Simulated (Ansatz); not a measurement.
## MoTe₂: single-point calculation (part 2 of 3)

Continued. System: MoTe₂ (P6₃/mmc, 6 atoms in the cell). Method: DFT r2SCAN, scalar-relativistic, plane waves, PAW, spin-polarised (Ansatz 0.2.0); cutoff 500 eV, 6×6×2 k-mesh, Gaussian smearing of 0.05 eV, collinear spins. The structure derives from an entry of the Crystallography Open Database. It belongs to a series of runs on one base structure; here: random orbitals: random, high filling.

Geometry of the input (Å; fractional positions):
```
3.5182  0.0000  0.0000
-1.7591  3.0469  0.0000
0.0000  0.0000  13.9736
Te 0.3333  0.6667  0.6210
Te 0.6667  0.3333  0.1210
Te 0.3333  0.6667  0.8790
Te 0.6667  0.3333  0.3790
Mo 0.3333  0.6667  0.2500
Mo 0.6667  0.3333  0.7500
```

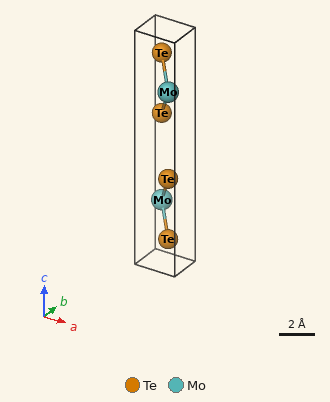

Figure 1. The input geometry (ball-and-stick view of the cell of the calculation, seen slightly off an axis). An atom can appear more than once, as a periodic image.

**Log, continued**
```
SCF iter   1: F=—  HF=-37885.239644 eV  |F-HF|=—  |Δ(HF+E_count)|=         —  Δρ=7.74e-2 (↑7.74e-2 ↓4.90e-2)  dr2=5.64e1  dr2_τ=4.36e-1  dr2_m=1.19e0  M=4.000 μB ∫|m|=4.036 μB  β_m=0.30  ethr=3.10e-3  ⟨swp⟩=8.4  Hψ=19860  notcnv=0  defer=19
preconditioner: auto → Resta (q_TF=auto, 2.515 Å⁻¹)  ε∞=3.3  [insulator: Δε(μ)=0.928 eV  Ē_g=12.073 eV  σ=0.050 eV  W_gap=1.00  n_scr=52 (ndim 8)  ℏωp=18.2 eV  f_vac=0.008  D(μ)=0.00/eV (n_scr^D=0)  ε∞_Penn≈3.3]
spin=Collinear: Resta preconditioning applied to the charge; magnetization (m = ρ↑ − ρ↓) channel mixes plain (no charge-response kernel on spin).
SCF iter   2: F=—  HF=-37874.432134 eV  |F-HF|=—  |Δ(HF+E_count)|=    1.08e1  Δρ=4.89e-2 (↑4.89e-2 ↓3.53e-2)  dr2=1.69e1  dr2_τ=8.75e-2  dr2_m=5.59e-1  M=4.000 μB ∫|m|=4.100 μB  β_m=0.30  ethr=3.10e-3  ⟨swp⟩=4.8  Hψ=10713  notcnv=0  defer=465  κ⁻¹=1.0e0(r=1)
SCF iter   3: F=—  HF=-37871.424644 eV  |F-HF|=—  |Δ(HF+E_count)|=    3.01e0  Δρ=2.10e-2 (↑1.88e-2 ↓2.10e-2)  dr2=3.66e0  dr2_τ=2.20e-1  dr2_m=2.31e-1  M=4.000 μB ∫|m|=4.840 μB  β_m=1.00  ethr=3.10e-3  ⟨swp⟩=6.6  Hψ=14018  notcnv=0  defer=398  κ⁻¹=1.0e-2(r=2)
SCF iter   4: F=—  HF=-37873.090067 eV  |F-HF|=—  |Δ(HF+E_count)|=    1.67e0  Δρ=2.87e-2 (↑2.87e-2 ↓1.65e-2)  dr2=7.90e0  dr2_τ=7.83e-2  dr2_m=7.90e-2  M=4.000 μB ∫|m|=4.365 μB  β_m=0.30  ethr=3.10e-3  ⟨swp⟩=5.8  Hψ=11494  notcnv=0  defer=407  κ⁻¹=1.4e-3(r=3)
SCF iter   5: F=—  HF=-37871.584830 eV  |F-HF|=—  |Δ(HF+E_count)|=    1.51e0  Δρ=6.15e-3 (↑6.15e-3 ↓5.66e-3)  dr2=3.82e-1  dr2_τ=3.61e-2  dr2_m=7.69e-3  M=4.000 μB ∫|m|=4.765 μB  β_m=0.30  ethr=3.10e-3  ⟨swp⟩=4.8  Hψ=8231  notcnv=0  defer=394  κ⁻¹=3.1e-4(r=4)
SCF iter   6: F=—  HF=-37871.722032 eV  |F-HF|=—  |Δ(HF+E_count)|=   1.37e-1  Δρ=8.79e-3 (↑8.79e-3 ↓6.72e-3)  dr2=8.39e-1  dr2_τ=1.33e-3  dr2_m=6.35e-3  M=4.000 μB ∫|m|=4.669 μB  β_m=1.20  ethr=4.15e-4  ⟨swp⟩=3.6  Hψ=5946  notcnv=0  defer=403
Mixer restart at iter 6: flushing history
spin-set hold released at iteration 6 (site moments contracting): the magnetisation degrees of freedom join the quasi-Newton model from the next iteration; the mixer history was flushed
SCF iter   7: F=—  HF=-37871.618082 eV  |F-HF|=—  |Δ(HF+E_count)|=   1.04e-1  Δρ=4.70e-3 (↑3.53e-3 ↓4.70e-3)  dr2=7.90e-2  dr2_τ=5.26e-3  dr2_m=3.92e-3  M=4.000 μB ∫|m|=4.830 μB  β_m=1.20  ethr=4.15e-4  ⟨swp⟩=4.8  Hψ=6879  notcnv=0  defer=406  κ⁻¹=1.0e0(r=1)
SCF iter   8: F=—  HF=-37871.631619 eV  |F-HF|=—  |Δ(HF+E_count)|=   1.35e-2  Δρ=2.65e-3 (↑2.65e-3 ↓2.61e-3)  dr2=3.29e-2  dr2_τ=8.67e-4  dr2_m=3.51e-4  M=4.000 μB ∫|m|=4.952 μB  β_m=1.20  ethr=8.58e-5  ⟨swp⟩=2.7  Hψ=7632  notcnv=0  defer=405  κ⁻¹=2.6e-2(r=2)
SCF iter   9: F=—  HF=-37871.638190 eV  |F-HF|=—  |Δ(HF+E_count)|=   6.57e-3  Δρ=2.08e-3 (↑2.08e-3 ↓1.58e-3)  dr2=3.58e-2  dr2_τ=4.23e-4  dr2_m=7.81e-4  M=4.000 μB ∫|m|=4.981 μB  β_m=1.20  ethr=3.58e-5  ⟨swp⟩=3.4  Hψ=7185  notcnv=0  defer=416  κ⁻¹=2.5e-2(r=3)
SCF iter  10: F=—  HF=-37871.638556 eV  |F-HF|=—  |Δ(HF+E_count)|=   3.66e-4  Δρ=1.35e-3 (↑1.35e-3 ↓1.26e-3)  dr2=9.81e-3  dr2_τ=1.28e-4  dr2_m=5.95e-5  M=4.000 μB ∫|m|=4.992 μB  β_m=1.20  ethr=3.58e-5  ⟨swp⟩=1.6  Hψ=4588  notcnv=0  defer=406  κ⁻¹=2.3e-3(r=4)
SCF iter  11: F=—  HF=-37871.641374 eV  |F-HF|=—  |Δ(HF+E_count)|=   2.82e-3  Δρ=6.85e-4 (↑6.85e-4 ↓3.04e-4)  dr2=9.39e-3  dr2_τ=4.59e-5  dr2_m=1.04e-4  M=4.000 μB ∫|m|=5.022 μB  β_m=1.20  ethr=1.07e-5  ⟨swp⟩=2.7  Hψ=5846  notcnv=0  defer=413  κ⁻¹=2.7e-4(r=5)
SCF iter  12: F=—  HF=-37871.641163 eV  |F-HF|=—  |Δ(HF+E_count)|=   2.11e-4  Δρ=2.32e-4 (↑2.09e-4 ↓2.32e-4)  dr2=3.05e-4  dr2_τ=4.45e-6  dr2_m=3.83e-6  M=4.000 μB ∫|m|=5.014 μB  β_m=1.20  ethr=1.02e-5  ⟨swp⟩=1.2  Hψ=4431  notcnv=0  defer=402  κ⁻¹=1.6e-4(r=6)
SCF iter  13: F=—  HF=-37871.641253 eV  |F-HF|=—  |Δ(HF+E_count)|=   9.04e-5  Δρ=1.22e-4 (↑1.22e-4 ↓9.62e-5)  dr2=7.77e-5  dr2_τ=1.04e-6  dr2_m=2.73e-6  M=4.000 μB ∫|m|=5.007 μB  β_m=1.20  ethr=3.32e-7  ⟨swp⟩=2.0  Hψ=6739  notcnv=0  defer=402  κ⁻¹=2.5e-5(r=7)
Mixer restart at iter 13: flushing history
SCF iter  14: F=-37758.806396 eV  HF=-37936.776108 eV  |F-HF|=1.78e2  |Δ(HF+E_count)|=         —  Δρ=1.27e-1 (↑8.44e-2 ↓1.27e-1)  dr2=1.96e2  dr2_τ=1.82e0  dr2_m=1.37e0  M=0.946 μB ∫|m|=2.456 μB  β_m=0.39  ethr=8.44e-8  ⟨swp⟩=8.1  Hψ=22530  notcnv=0  defer=401
SCF iter  15: F=-37910.667024 eV  HF=-37914.730808 eV  |F-HF|=4.06e0  |Δ(HF+E_count)|=    2.20e1  Δρ=5.20e-2 (↑5.20e-2 ↓1.88e-2)  dr2=7.23e0  dr2_τ=2.07e0  dr2_m=1.02e0  M=0.226 μB ∫|m|=2.043 μB  β_m=0.34  ethr=8.44e-8  ⟨swp⟩=7.0  Hψ=22892  notcnv=0  defer=337  κ⁻¹=1.0e0(r=1)
SCF iter  16: F=-37915.589087 eV  HF=-37915.435640 eV  |F-HF|=1.53e-1  |Δ(HF+E_count)|=   7.05e-1  Δρ=3.12e-2 (↑3.12e-2 ↓1.93e-2)  dr2=1.09e0  dr2_τ=2.66e-2  dr2_m=5.87e-1  M=0.138 μB ∫|m|=1.932 μB  β_m=0.32  ethr=8.44e-8  ⟨swp⟩=5.3  Hψ=18969  notcnv=0  defer=354  κ⁻¹=7.2e-3(r=2)
SCF iter  17: F=-37915.849198 eV  HF=-37915.697165 eV  |F-HF|=1.52e-1  |Δ(HF+E_count)|=   2.62e-1  Δρ=2.18e-2 (↑2.18e-2 ↓1.57e-2)  dr2=5.62e-1  dr2_τ=1.05e-2  dr2_m=3.44e-1  M=0.050 μB ∫|m|=1.602 μB  β_m=0.30  ethr=8.44e-8  ⟨swp⟩=4.8  Hψ=15535  notcnv=0  defer=357  κ⁻¹=1.8e-3(r=3)
SCF iter  18: F=-37916.105915 eV  HF=-37916.010306 eV  |F-HF|=9.56e-2  |Δ(HF+E_count)|=   3.13e-1  Δρ=9.90e-3 (↑9.90e-3 ↓9.06e-3)  dr2=1.07e-1  dr2_τ=2.40e-3  dr2_m=9.98e-2  M=0.000 μB ∫|m|=1.095 μB  β_m=0.40  ethr=8.44e-8  ⟨swp⟩=4.9  Hψ=16254  notcnv=0  defer=379  κ⁻¹=7.2e-4(r=4)
SCF iter  19: F=-37916.197484 eV  HF=-37916.173036 eV  |F-HF|=2.44e-2  |Δ(HF+E_count)|=   1.63e-1  Δρ=3.74e-3 (↑3.74e-3 ↓3.46e-3)  dr2=1.20e-2  dr2_τ=2.61e-4  dr2_m=1.27e-2  M=0.000 μB ∫|m|=0.615 μB  β_m=0.30  ethr=8.44e-8  ⟨swp⟩=4.8  Hψ=15007  notcnv=0  defer=387  κ⁻¹=1.9e-5(r=5)
SCF iter  20: F=-37916.215075 eV  HF=-37916.206378 eV  |F-HF|=8.70e-3  |Δ(HF+E_count)|=   3.33e-2  Δρ=2.15e-3 (↑2.15e-3 ↓1.73e-3)  dr2=2.93e-3  dr2_τ=1.29e-4  dr2_m=4.47e-3  M=0.000 μB ∫|m|=0.378 μB  β_m=0.41  ethr=8.44e-8  ⟨swp⟩=4.0  Hψ=13055  notcnv=0  defer=387  κ⁻¹=6.0e-6(r=6)
SCF iter  21: F=-37916.223660 eV  HF=-37916.222469 eV  |F-HF|=1.19e-3  |Δ(HF+E_count)|=   1.61e-2  Δρ=7.36e-4 (↑7.36e-4 ↓7.09e-4)  dr2=4.39e-4  dr2_τ=1.30e-5  dr2_m=5.47e-4  M=0.000 μB ∫|m|=0.143 μB  β_m=0.30  ethr=8.44e-8  ⟨swp⟩=4.0  Hψ=12864  notcnv=0  defer=387  κ⁻¹=1.3e-6(r=7)
SCF iter  22: F=-37916.224621 eV  HF=-37916.224100 eV  |F-HF|=5.22e-4  |Δ(HF+E_count)|=   1.63e-3  Δρ=4.77e-4 (↑4.60e-4 ↓4.77e-4)  dr2=1.36e-4  dr2_τ=5.32e-6  dr2_m=2.31e-4  M=0.000 μB ∫|m|=0.086 μB  β_m=0.33  ethr=8.44e-8  ⟨swp⟩=3.0  Hψ=9231  notcnv=0  defer=387  κ⁻¹=2.1e-7(r=8)
SCF iter  23: F=-37916.225121 eV  HF=-37916.225080 eV  |F-HF|=4.06e-5  |Δ(HF+E_count)|=   9.81e-4  Δρ=1.56e-4 (↑1.56e-4 ↓1.39e-4)  dr2=1.82e-5  dr2_τ=6.82e-7  dr2_m=2.40e-5  M=0.000 μB ∫|m|=0.021 μB  β_m=0.36  ethr=8.44e-8  ⟨swp⟩=3.0  Hψ=9361  notcnv=0  defer=387  κ⁻¹=1.1e-6(r=8)
SCF iter  24: F=-37916.225159 eV  HF=-37916.225147 eV  |F-HF|=1.17e-5  |Δ(HF+E_count)|=   6.67e-5  Δρ=8.05e-5 (↑8.05e-5 ↓7.22e-5)  dr2=5.38e-6  dr2_τ=1.82e-7  dr2_m=5.41e-6  M=0.000 μB ∫|m|=0.009 μB  β_m=0.30  ethr=1.98e-8  ⟨swp⟩=2.4  Hψ=8115  notcnv=0  defer=387  κ⁻¹=4.4e-6(r=8)
SCF iter  25: F=-37916.225166 eV  HF=-37916.225164 eV  |F-HF|=2.66e-6  |Δ(HF+E_count)|=   1.66e-5  Δρ=3.28e-5 (↑3.18e-5 ↓3.28e-5)  dr2=1.51e-6  dr2_τ=2.63e-8  dr2_m=1.02e-6  M=0.000 μB ∫|m|=0.004 μB  β_m=0.30  ethr=5.85e-9  ⟨swp⟩=2.2  Hψ=7986  notcnv=0  defer=387  κ⁻¹=7.5e-7(r=8)
SCF iter  26: F=-37916.225168 eV  HF=-37916.225168 eV  |F-HF|=5.82e-7  |Δ(HF+E_count)|=   4.01e-6  Δρ=1.55e-5 (↑1.26e-5 ↓1.55e-5)  dr2=3.05e-7  dr2_τ=3.63e-9  dr2_m=2.09e-7  M=0.000 μB ∫|m|=0.002 μB  β_m=0.30  ethr=1.64e-9  ⟨swp⟩=2.2  Hψ=7951  notcnv=0  defer=387  κ⁻¹=1.4e-6(r=8)
iter 27 did not close the SCF: its close was put off for a magnetic moment that had not settled (scf_convergence_deferred on its scf_iter line)
SCF iter  27: F=-37916.225169 eV  HF=-37916.225169 eV  |F-HF|=1.27e-7  |Δ(HF+E_count)|=   9.32e-7  Δρ=6.14e-6 (↑5.91e-6 ↓6.14e-6)  dr2=3.42e-8  dr2_τ=1.30e-9  dr2_m=3.35e-8  M=0.000 μB ∫|m|=0.001 μB  β_m=0.30  ethr=1.09e-10  ⟨swp⟩=16.7  Hψ=37281  notcnv=0  κ⁻¹=8.3e-7(r=8)
iter 28 did not close the SCF: its close was put off for a magnetic moment that had not settled (scf_convergence_deferred on its scf_iter line)
SCF iter  28: F=-37916.225169 eV  HF=-37916.225169 eV  |F-HF|=3.48e-8  |Δ(HF+E_count)|=   1.43e-7  Δρ=3.13e-6 (↑3.13e-6 ↓3.12e-6)  dr2=7.95e-9  dr2_τ=2.97e-10  dr2_m=9.69e-9  M=0.000 μB ∫|m|=0.000 μB  β_m=0.30  ethr=3.72e-11  ⟨swp⟩=6.0  Hψ=26319  notcnv=0  κ⁻¹=1.1e-6(r=8)
iter 29 did not close the SCF: its close was put off for a magnetic moment that had not settled (scf_convergence_deferred on its scf_iter line)
SCF iter  29: F=-37916.225169 eV  HF=-37916.225169 eV  |F-HF|=3.68e-9  |Δ(HF+E_count)|=   5.03e-8  Δρ=1.05e-6 (↑8.38e-7 ↓1.05e-6)  dr2=1.03e-9  dr2_τ=2.07e-11  dr2_m=8.72e-10  M=0.000 μB ∫|m|=0.000 μB  β_m=0.30  ethr=8.64e-12  ⟨swp⟩=5.9  Hψ=26592  notcnv=0  κ⁻¹=2.5e-6(r=8)
iter 30 did not close the SCF: its close was put off for a magnetic moment that had not settled (scf_convergence_deferred on its scf_iter line)
SCF iter  30: F=-37916.225169 eV  HF=-37916.225169 eV  |F-HF|=1.66e-9  |Δ(HF+E_count)|=   3.26e-9  Δρ=6.97e-7 (↑5.68e-7 ↓6.97e-7)  dr2=4.45e-10  dr2_τ=9.45e-12  dr2_m=3.82e-10  M=0.000 μB ∫|m|=0.000 μB  β_m=0.30  ethr=1.12e-12  ⟨swp⟩=5.0  Hψ=22635  notcnv=0  κ⁻¹=9.9e-7(r=8)
SCF iter  31: F=-37916.225169 eV  HF=-37916.225169 eV  |F-HF|=1.53e-10  |Δ(HF+E_count)|=   2.33e-9  Δρ=2.53e-7 (↑2.53e-7 ↓2.04e-7)  dr2=5.42e-11  dr2_τ=1.37e-12  dr2_m=5.07e-11  M=0.000 μB ∫|m|=0.000 μB  ethr=1.00e-12  ⟨swp⟩=5.0  Hψ=22939  notcnv=0
WARN: the starting moments were not kept: the SCF closed with an absolute magnetisation of 2.7e-5 μB, where they sum to 4 μB in size (2 sites). That is at most 0.1 of that sum. Measured as dr2_m measures the in/out step, that magnetisation stands 4.7e-11 eV from none, at or under the dr2_threshold of 1.0e-7 eV: it is no larger than a step whose dr2_m would equal this threshold. The system may hold no moment; this SCF shows only that its start led to no more than that. To try another start: raise the starting moments (crystal.atoms[].spin, magnetization.per_species, magnetization.initial_magnetization, or on a non-collinear deck that types none of these the spinor_matrix: blocks that start its atoms; where the total moment is fixed, keep their sum and leave initial_magnetization as it is; typed ones take the place of any that the run laid by itself, positive ones on a crystal's lanthanoids without a Hubbard term where scf.initial_density.shell_occupations: [] is typed) or, if the notice of its spin-set hold's release reads "site moments contracting" or "site moments show no strong build", lengthen the hold (scf.mixing.spin_hold: { on: { confirm: 4 } }; for m-r²SCAN on two components see the key's manual first). Each may lead to a state that holds a moment. A second SCF, from the converged charge density, with the starting moments and any scf.initial_density.shell_occupations laid on it anew, would have followed, and was not run: the deck does not ask for one (magnetization.retry_lost_moments is false, the default). To let it run, set magnetization.retry_lost_moments: true and run the deck again, where that key's refused combinations let it; where memory then withholds it, that run's warning says so.
WARN: hamiltonian.hubbard: on 4 of 4 specified blocks the occupation matrix of this SCF's result fails the test of the specified filling. At site 4 ↑ (sites count from 0 in the list of atoms of the cell that this SCF solves) the least filled combination of the orbitals specified full has occupation 0.543, and the fullest combination of the orbitals specified empty has occupation 0.558; the filling counts as kept where the first is at least 0.75 and exceeds the second by more than 0.25. The same holds at site 4 ↓, site 5 ↑, site 5 ↓. The state of this SCF's result may not hold the specified filling, though these bounds can also misjudge a state that does. This warning does not say which state is lower in energy, or whether the specified filling is a self-consistent state at all; see hamiltonian.hubbard.sites[].starting_ns, Limitations, and scf.initial_density.shell_occupations in the input reference
SCF 1 converged in 31 iterations: F = -37916.225169 eV  dr2 = 5.42e-11
  greatest PAW one-centre occupation: 0.997 electrons in one spin orbital (limit 2), on the Te atom at site 0 (counted from 0), in its partial waves of l = 2
```

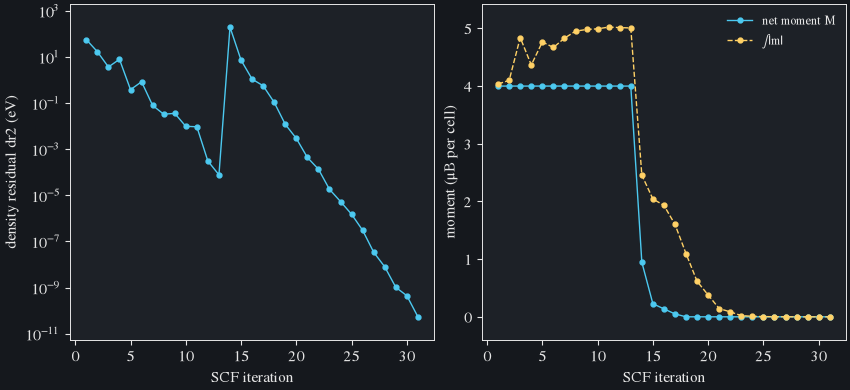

Figure 2. Convergence of the self-consistent field: density residual dr2 and magnetic moment against the SCF iteration. The residual falls unevenly and jumps up by a factor of two or more 3 times on the way down. The net moment goes from 4.0 to 0.0 μB per cell, and ∫|m| falls to zero.

```
this state was not tested for a lower state beside it, because the mixer in use, unlike msr1, does not test its closes by its own steps (another_mixer; see scf.mixing.algorithm and scf.lower_state_search)
SCF converged after 31 iterations
Magnetization: 0.0000 μB (46.0000 up, 46.0000 down)
Absolute magnetization: 0.0000 μB (∫|ρ↑−ρ↓|, with the PAW one-centre terms)
Spin contamination: 0.0000 ħ² per cell (⟨S²⟩ above its minimum at these occupations)
Per-site moments (μB) at R_I (Å): [(4.4101828898869794e-7, 1.1202437071482176), (1.5235914861807851e-7, 1.1202437071482176), (1.2461458221957947e-7, 1.1202437071482176), (8.315329676485401e-7, 1.1202437071482174), (-1.9011430519744859e-6, 1.1202437071482174), (-5.672116420775537e-7, 1.1202437071482176)]
Free energy (F): -37916.225169 eV
Harris-Foulkes:  -37916.225169 eV  (|F-HF|=1.53e-10)
Internal energy: -37916.225169 eV  (E = F + TS)
E sigma→0 (E₀):  -37916.225169 eV
Fermi energy:    12.853174 eV
--- Per-component energies (eV) ---
  E_band       = -1219.369989
  E_kinetic    = 1607.056777
  E_local      = -7388.964424  (includes V_loc(G=0)·N_el)
  E_nonlocal   = -953.530252
  E_hartree    = 4136.968758
  E_xc         = -819.463711
  E_vxc        = -961.120274  (∫ρ·V_xc dr)
  E_paw        = -25182.367158  (= ΣΔE_a)
  E_vpaw       = -1857.738237  (= ΣTr[D̂ρ^β])
  E_aug_tail   = -0.000151  (compensation charges beyond the density's cutoff)
  E_vtau       = 60.989387  (kinetic-family band-sum trace: ∫τ·v_τ [+ j·A + Jᵃ·Aᵃ] dr)
  E_ewald      = -9316.622022
  E_core_change = 0.697015  (= ΣΔE_core)
  E_smearing   = -0.000000  (= −TS)
  E_closure    = 0.000000  (closes the sum)
  Σ components = -37916.225169   (vs F -37916.225169, Δ=0.00e0)
--- Specified on-site occupations, and those of the state reported ---
  electrons in the specified blocks: 4.2000 specified, 10.9523 found
  site 4 (l=d) ↓: largest change of an orbital's occupation 0.5511; electrons 0.1000 specified, 2.7381 found; spectral distance 1.1802
  site 5 (l=d) ↓: largest change of an orbital's occupation 0.5511; electrons 0.1000 specified, 2.7381 found; spectral distance 1.1802
  site 5 (l=d) ↑: largest change of an orbital's occupation 0.5435; electrons 2.0000 specified, 2.7381 found; spectral distance 1.0679
  site 4 (l=d) ↑: largest change of an orbital's occupation 0.5376; electrons 2.0000 specified, 2.7381 found; spectral distance 1.0679
--- Forces (eV/Å), atoms counted from 1 ---
  atom   1  Te    -0.00000011    -0.00000017     0.07408980
  atom   2  Te     0.00000021     0.00000041     0.07408933
  atom   3  Te     0.00000022     0.00000034    -0.07408986
  atom   4  Te     0.00000005    -0.00000065    -0.07408975
  atom   5  Mo    -0.00000001     0.00000009     0.00000015
  atom   6  Mo     0.00000113     0.00000119     0.00000018
  max |Σ_I F_I| component: 1.48e-6 eV/Å
```
